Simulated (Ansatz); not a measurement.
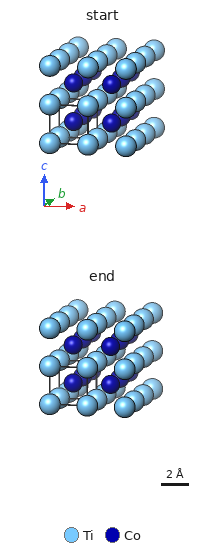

The structure of a crystal of TiCo (set up in Pm-3m) (coarse preliminary run) before (top) and after (bottom) a relaxation, at one scale.

A spheres-only model of the cell of the calculation, repeated 2 × 3 × 2 with one cell outlined, seen slightly off an axis.

Theory: DFT PBEsol, scalar-relativistic, plane waves, PAW (Ansatz). Set-up: plane-wave cutoff 420 eV; k-point mesh 6 × 6 × 6; occupations gaussian; smearing width 0.1 eV; collinear spin; cell and atoms relaxed; force threshold 0.05 eV/Å; at most 80 steps.

Describe what moved and what it gained.

The atoms keep their places relative to the cell (all moves are under 0.005 Å). The volume changes by −5.2 %, with a = b = c 2.986 → 2.934 Å (−1.8 %). Some distances before and after: Ti–Ti 2.986 → 2.934 Å, Co–Ti 2.586 → 2.541 Å. The space group stays Pm-3m (No. 221). Over 1 accepted move (2 points after the start) the energy falls by 40.3 meV per cell of the calculation. All forces vanish by symmetry, so only the cell relaxes. Pressure: −9.10 GPa at the start and 0.18 GPa at the end. At 1 point the geometry stayed and the basis and grid were re-selected for the new cell (energy shift of 0.6 meV per cell of the calculation at most each time).
